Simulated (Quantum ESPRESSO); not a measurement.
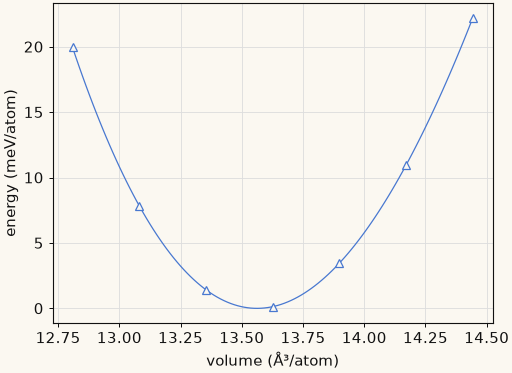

The plot gives the computed energy against volume.

How it was computed, with Quantum ESPRESSO 7.5: plane-wave DFT, no spin polarisation; energies at scaled volumes of the given cell, shape and fractions fixed, counted from the fit's minimum, third-order Birch-Murnaghan fit. Level: PBE with D3(BJ).

Question: For which of these solids was it computed?
A. BAs, F-43m (No. 216)
B. Ag, Fm-3m (No. 225)
C. Ir, Fm-3m (No. 225)

Answer: A, BAs: energy from 0.13 meV/atom to 22.23 meV/atom, V0 13.56 Å³/atom, B0 138 GPa. The others give: Ir, energy from 1.41 meV/atom to 92.81 meV/atom, V0 14.21 Å³/atom, B0 371 GPa; Ag, energy from 0.00 meV/atom to 23.48 meV/atom, V0 17.04 Å³/atom, B0 109 GPa.
